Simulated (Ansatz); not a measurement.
**What a change does: single-point calculation on CoO**

System: CoO (2 atoms in the cell).
Method of the first run: Kohn-Sham DFT of a periodic cell, PBE, Ansatz PAW, spin-polarised (Ansatz 0.2.0).

The structure derives from an entry of the Crystallography Open Database. Text and figures count atoms from 1; the logs count them from 0 in places.

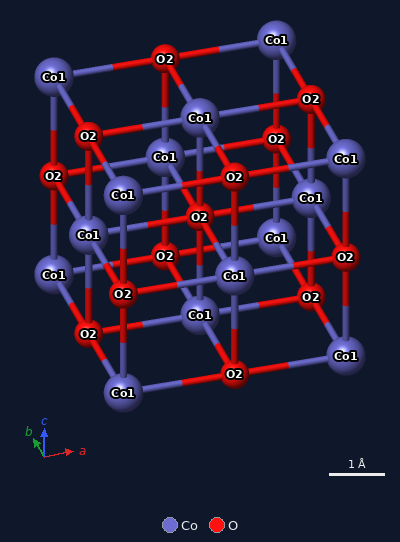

Fig. 1: The structure (ball-and-stick view of the cell 4 times as large as that of the calculation, set on its symmetry axes, seen at an oblique angle; atoms are numbered from 1 in the order of the input). An atom can appear more than once, as a periodic image. Near neighbours in the periodic cell (some may lie outside the picture): Co has 6 O at 2.13 Å; O has 6 Co at 2.13 Å.

## The input, the first run
```yaml
crystal:
  lattice:
    - [0.0, 2.1315, 2.1315]
    - [2.1315, 0.0, 2.1315]
    - [2.1315, 2.1315, 0.0]
  atoms:
    - { symbol: Co, position: [0.0, 0.0, 0.0], spin: 2.0 }
    - { symbol: O, position: [0.5, 0.5, 0.5] }
hamiltonian:
  xc: pbe
  pseudopotentials: { kind: paw }
magnetization:
  spin_polarized: true
kpoints:
  mp_grid: { grid: [11, 11, 11] }
scf:
  occupations: { method: fermi_dirac, width: 0.05 }
output:
  forces: true
  stress: true
  eigenvalues: true
```

Launched with:
```bash
ansatz run input.yaml --threads 2 --pin off --max-ram 5632MiB --backend cpu --events-out ev --progress --plain --runs-dir out
```

Hardware: 2 threads of Arm Neoverse V2, 24 GiB of memory available, shared host.

## Output, shortened to warnings, some set-up lines, iterations and results (the first run)
```
Basis set: ecut = 420 eV, 339 PW (Γ), exchange–correlation on 48×48×48 points (8 copies of the dense FFT grid, shifted against one another)
Symmetry: 48 space group operations
k-points: 56 of 1331
Initial density: superposition of atomic densities (chi_scale 0.1, normalization cell, long waves kept (reshape's long-wave potential 0.00 eV rms))
[...]
SCF iter   1: F=—  HF=-5691.167676 eV  |F-HF|=—  |Δ(HF+E_count)|=         —  Δρ=1.15e-1 (↑1.15e-1 ↓1.01e-1)  dr2=6.24e0  dr2_m=1.42e-1  M=2.095 μB ∫|m|=2.095 μB  β_m=0.30  …
SCF iter   2: F=—  HF=-5691.864473 eV  |F-HF|=—  |Δ(HF+E_count)|=   6.97e-1  Δρ=9.10e-2 (↑9.10e-2 ↓6.85e-2)  dr2=5.25e-1  dr2_m=9.80e-1  M=2.700 μB ∫|m|=2.701 μB  β_m=0.37  …
SCF iter   3: F=—  HF=-5692.146631 eV  |F-HF|=—  |Δ(HF+E_count)|=   2.82e-1  Δρ=8.96e-2 (↑6.45e-2 ↓8.96e-2)  dr2=1.82e-1  dr2_m=9.75e-1  M=2.974 μB ∫|m|=2.977 μB  β_m=0.30  …
SCF iter   4: F=—  HF=-5691.866886 eV  |F-HF|=—  |Δ(HF+E_count)|=         —  Δρ=3.21e-2 (↑3.21e-2 ↓3.15e-2)  dr2=2.07e-1  dr2_m=1.16e-1  M=2.756 μB ∫|m|=2.761 μB  β_m=0.69  …
SCF iter   5: F=—  HF=-5692.075824 eV  |F-HF|=—  |Δ(HF+E_count)|=   2.09e-1  Δρ=5.41e-2 (↑2.66e-2 ↓5.41e-2)  dr2=4.76e-1  dr2_m=1.62e-1  M=2.981 μB ∫|m|=2.992 μB  β_m=0.62  …
SCF iter   6: F=—  HF=-5692.093141 eV  |F-HF|=—  |Δ(HF+E_count)|=   1.73e-2  Δρ=1.87e-2 (↑1.87e-2 ↓8.63e-3)  dr2=5.04e-2  dr2_m=1.82e-2  M=2.861 μB ∫|m|=2.870 μB  β_m=0.65  …
SCF iter   7: F=—  HF=-5692.126482 eV  |F-HF|=—  |Δ(HF+E_count)|=   3.33e-2  Δρ=1.09e-2 (↑5.58e-3 ↓1.09e-2)  dr2=2.41e-2  dr2_m=1.69e-3  M=2.921 μB ∫|m|=2.935 μB  β_m=0.53  …
SCF iter   8: F=—  HF=-5692.115712 eV  |F-HF|=—  |Δ(HF+E_count)|=   1.08e-2  Δρ=2.64e-3 (↑7.81e-4 ↓2.64e-3)  dr2=1.08e-3  dr2_m=2.15e-4  M=2.926 μB ∫|m|=2.941 μB  β_m=0.73  …
SCF iter   9: F=—  HF=-5692.115624 eV  |F-HF|=—  |Δ(HF+E_count)|=   8.81e-5  Δρ=3.33e-4 (↑2.56e-4 ↓3.33e-4)  dr2=1.01e-5  dr2_m=1.10e-5  M=2.928 μB ∫|m|=2.943 μB  β_m=0.86  …
SCF iter  10: F=—  HF=-5692.115658 eV  |F-HF|=—  |Δ(HF+E_count)|=   3.45e-5  Δρ=1.12e-4 (↑1.12e-4 ↓9.65e-5)  dr2=2.61e-6  dr2_m=1.34e-6  M=2.929 μB ∫|m|=2.944 μB  β_m=0.89  …
SCF iter  11: F=—  HF=-5692.115661 eV  |F-HF|=—  |Δ(HF+E_count)|=   2.23e-6  Δρ=1.36e-5 (↑5.05e-6 ↓1.36e-5)  dr2=1.23e-8  dr2_m=1.20e-8  M=2.929 μB ∫|m|=2.944 μB  β_m=0.95  …
SCF iter  12: F=-5692.115661 eV  HF=-5692.115661 eV  |F-HF|=1.96e-10  |Δ(HF+E_count)|=   5.55e-9  Δρ=3.04e-6 (↑2.14e-6 ↓3.04e-6)  dr2=3.77e-10  dr2_m=1.15e-9  M=2.929 μB …
SCF 1 converged in 12 iterations: F = -5692.115661 eV  dr2 = 3.77e-10
SCF converged after 12 iterations
Magnetization: 2.9291 μB (12.9646 up, 10.0354 down)
Absolute magnetization: 2.9444 μB (∫|ρ↑−ρ↓|, with the PAW one-centre terms)
Spin contamination: 0.0079 ħ² per cell (⟨S²⟩ above its minimum at these occupations)
Per-site moments (μB) at R_I (Å): [(2.4933138910666726, 0.87924375), (0.319421128345579, 0.87924375)]
Free energy (F): -5692.115661 eV
Harris-Foulkes:  -5692.115661 eV  (|F-HF|=1.96e-10)
Internal energy: -5692.081840 eV  (E = F + TS)
E sigma→0 (E₀):  -5692.098750 eV
Entropy (-TS):   -0.033820 eV (-16.910 meV/atom)
Fermi energy:    13.848316 eV
--- Per-component energies (eV) ---
  E_band       = -306.195857
  E_kinetic    = 617.350659
  E_local      = -3437.009751  (includes V_loc(G=0)·N_el)
  E_nonlocal   = 514.214367
  E_hartree    = 1410.927791
  E_xc         = -228.578993
  E_vxc        = -293.751287  (∫ρ·V_xc dr)
  E_paw        = -1676.923361  (= ΣΔE_a)
  E_vpaw       = -528.857031  (= ΣTr[D̂ρ^β])
  E_aug_tail   = 0.002514  (compensation charges beyond the density's cutoff)
  E_ewald      = -2892.065066
  E_smearing   = -0.033820  (= −TS)
  E_closure    = -0.000000  (closes the sum)
  Σ components = -5692.115661   (vs F -5692.115661, Δ=0.00e0)
--- Forces (eV/Å), atoms counted from 1 ---
  atom   1  Co    -0.00000000     0.00000000     0.00000000
  atom   2  O      0.00000000    -0.00000000     0.00000000
  max |Σ_I F_I| component: 1.62e-29 eV/Å
--- Stress (GPa, compression-positive) ---
       -1.849892      -0.000000      -0.000000
       -0.000000      -1.849892      -0.000000
        0.000000       0.000000      -1.849892
  P = ⅓ Tr σ = -1.8499 GPa (-18.499 kbar)
```

The input of the second run differs as follows (lines with − go, lines with + come):
```diff
-    - { symbol: Co, position: [0.0, 0.0, 0.0], spin: 2.0 }
+    - { symbol: Co, position: [0.0, 0.0, 0.0], spin: 1.71 }
```

Predict how the results change.

The energy is the same within 0.01 meV per atom. The SCF takes 13 iterations against 12.

## Output, shortened to warnings, some set-up lines, iterations and results (the second run)
```
Basis set: ecut = 420 eV, 339 PW (Γ), exchange–correlation on 48×48×48 points (8 copies of the dense FFT grid, shifted against one another)
Symmetry: 48 space group operations
k-points: 56 of 1331
Initial density: superposition of atomic densities (chi_scale 0.1, normalization cell, long waves kept (reshape's long-wave potential 0.00 eV rms))
[...]
SCF iter   1: F=—  HF=-5691.140642 eV  |F-HF|=—  |Δ(HF+E_count)|=         —  Δρ=1.39e-1 (↑1.39e-1 ↓8.61e-2)  dr2=6.35e0  dr2_m=4.13e-1  M=2.046 μB ∫|m|=2.046 μB  β_m=0.30  …
SCF iter   2: F=—  HF=-5691.878759 eV  |F-HF|=—  |Δ(HF+E_count)|=   7.38e-1  Δρ=1.07e-1 (↑1.07e-1 ↓8.19e-2)  dr2=5.44e-1  dr2_m=1.44e0  M=2.638 μB ∫|m|=2.639 μB  β_m=0.42  …
SCF iter   3: F=—  HF=-5692.220597 eV  |F-HF|=—  |Δ(HF+E_count)|=   3.42e-1  Δρ=1.07e-1 (↑7.35e-2 ↓1.07e-1)  dr2=2.81e-1  dr2_m=1.35e0  M=2.983 μB ∫|m|=2.986 μB  β_m=0.32  …
SCF iter   4: F=—  HF=-5691.922559 eV  |F-HF|=—  |Δ(HF+E_count)|=         —  Δρ=3.86e-2 (↑3.86e-2 ↓3.38e-2)  dr2=1.70e-1  dr2_m=1.78e-1  M=2.786 μB ∫|m|=2.792 μB  β_m=0.71  …
SCF iter   5: F=—  HF=-5692.099902 eV  |F-HF|=—  |Δ(HF+E_count)|=   1.77e-1  Δρ=5.09e-2 (↑2.49e-2 ↓5.09e-2)  dr2=4.11e-1  dr2_m=1.49e-1  M=2.982 μB ∫|m|=2.994 μB  β_m=0.70  …
SCF iter   6: F=—  HF=-5692.146304 eV  |F-HF|=—  |Δ(HF+E_count)|=   4.64e-2  Δρ=2.08e-2 (↑2.08e-2 ↓2.02e-2)  dr2=1.90e-1  dr2_m=2.67e-3  M=2.833 μB ∫|m|=2.843 μB  β_m=0.60  …
SCF iter   7: F=—  HF=-5692.120507 eV  |F-HF|=—  |Δ(HF+E_count)|=   2.58e-2  Δρ=6.93e-3 (↑5.13e-3 ↓6.93e-3)  dr2=1.48e-2  dr2_m=8.01e-4  M=2.896 μB ∫|m|=2.910 μB  β_m=0.51  …
SCF iter   8: F=—  HF=-5692.115909 eV  |F-HF|=—  |Δ(HF+E_count)|=   4.60e-3  Δρ=2.54e-3 (↑1.46e-3 ↓2.54e-3)  dr2=7.94e-4  dr2_m=3.63e-4  M=2.918 μB ∫|m|=2.932 μB  β_m=0.75  …
SCF iter   9: F=—  HF=-5692.115638 eV  |F-HF|=—  |Δ(HF+E_count)|=   2.71e-4  Δρ=3.40e-4 (↑2.76e-4 ↓3.40e-4)  dr2=4.66e-5  dr2_m=1.03e-6  M=2.927 μB ∫|m|=2.942 μB  β_m=0.83  …
SCF iter  10: F=—  HF=-5692.115660 eV  |F-HF|=—  |Δ(HF+E_count)|=   2.22e-5  Δρ=1.03e-4 (↑5.72e-5 ↓1.03e-4)  dr2=5.57e-7  dr2_m=1.02e-6  M=2.929 μB ∫|m|=2.944 μB  β_m=0.91  …
SCF iter  11: F=—  HF=-5692.115661 eV  |F-HF|=—  |Δ(HF+E_count)|=   3.34e-7  Δρ=2.48e-5 (↑2.48e-5 ↓1.77e-5)  dr2=4.75e-8  dr2_m=6.98e-8  M=2.929 μB ∫|m|=2.944 μB  β_m=0.92  …
SCF iter  12: F=—  HF=-5692.115661 eV  |F-HF|=—  |Δ(HF+E_count)|=   1.76e-8  Δρ=2.51e-6 (↑4.69e-7 ↓2.51e-6)  dr2=9.89e-10  dr2_m=3.05e-10  M=2.929 μB ∫|m|=2.944 μB  β_m=0.96  …
SCF iter  13: F=-5692.115661 eV  HF=-5692.115661 eV  |F-HF|=2.46e-11  |Δ(HF+E_count)|=  1.06e-10  Δρ=2.44e-7 (↑2.44e-7 ↓2.30e-7)  dr2=2.69e-11  dr2_m=1.32e-12  M=2.929 μB …
SCF 1 converged in 13 iterations: F = -5692.115661 eV  dr2 = 2.69e-11
SCF converged after 13 iterations
Magnetization: 2.9291 μB (12.9646 up, 10.0354 down)
Absolute magnetization: 2.9444 μB (∫|ρ↑−ρ↓|, with the PAW one-centre terms)
Spin contamination: 0.0079 ħ² per cell (⟨S²⟩ above its minimum at these occupations)
Per-site moments (μB) at R_I (Å): [(2.4933125608662596, 0.87924375), (0.3194191197722574, 0.87924375)]
Free energy (F): -5692.115661 eV
Harris-Foulkes:  -5692.115661 eV  (|F-HF|=2.46e-11)
Internal energy: -5692.081840 eV  (E = F + TS)
E sigma→0 (E₀):  -5692.098750 eV
Entropy (-TS):   -0.033820 eV (-16.910 meV/atom)
Fermi energy:    13.848323 eV
--- Per-component energies (eV) ---
  E_band       = -306.195636
  E_kinetic    = 617.350779
  E_local      = -3437.008949  (includes V_loc(G=0)·N_el)
  E_nonlocal   = 514.214106
  E_hartree    = 1410.927056
  E_xc         = -228.579034
  E_vxc        = -293.751339  (∫ρ·V_xc dr)
  E_paw        = -1676.923247  (= ΣΔE_a)
  E_vpaw       = -528.856943  (= ΣTr[D̂ρ^β])
  E_aug_tail   = 0.002514  (compensation charges beyond the density's cutoff)
  E_ewald      = -2892.065066
  E_smearing   = -0.033820  (= −TS)
  E_closure    = 0.000000  (closes the sum)
  Σ components = -5692.115661   (vs F -5692.115661, Δ=0.00e0)
--- Forces (eV/Å), atoms counted from 1 ---
  atom   1  Co    -0.00000000    -0.00000000    -0.00000000
  atom   2  O      0.00000000    -0.00000000    -0.00000000
  max |Σ_I F_I| component: 1.70e-29 eV/Å
--- Stress (GPa, compression-positive) ---
       -1.850138      -0.000000       0.000000
        0.000000      -1.850138       0.000000
        0.000000      -0.000000      -1.850138
  P = ⅓ Tr σ = -1.8501 GPa (-18.501 kbar)
```

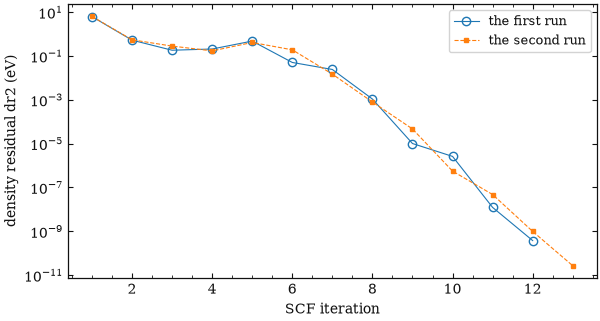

Fig. 2: Convergence of the two runs: density residual dr2 against the SCF iteration. The first run takes 12 iterations in all, and the second run takes 13.

## The two runs side by side

| quantity | the first run | the second run |
| --- | --- | --- |
| outcome | converged | converged |
| free energy per atom (eV) | −2846.0578 | −2846.0578 |
| energy per atom, smearing taken to zero (eV) | −2846.0494 | −2846.0494 |
| gap on the mesh (eV) | 0.00 | 0.00 |
| net moment of the cell (μB) | 2.93 | 2.93 |
| absolute moment of the cell (μB) | 2.94 | 2.94 |
| pressure (GPa) | −1.85 | −1.85 |
| largest force (eV/Å) | 0.000 | 0.000 |
| SCF iterations | 12 | 13 |
| irreducible k-points | 56 | 56 |
| plane waves at Γ | 339 | 339 |
| wall time (shared host) | 2.2 s | 2.3 s |
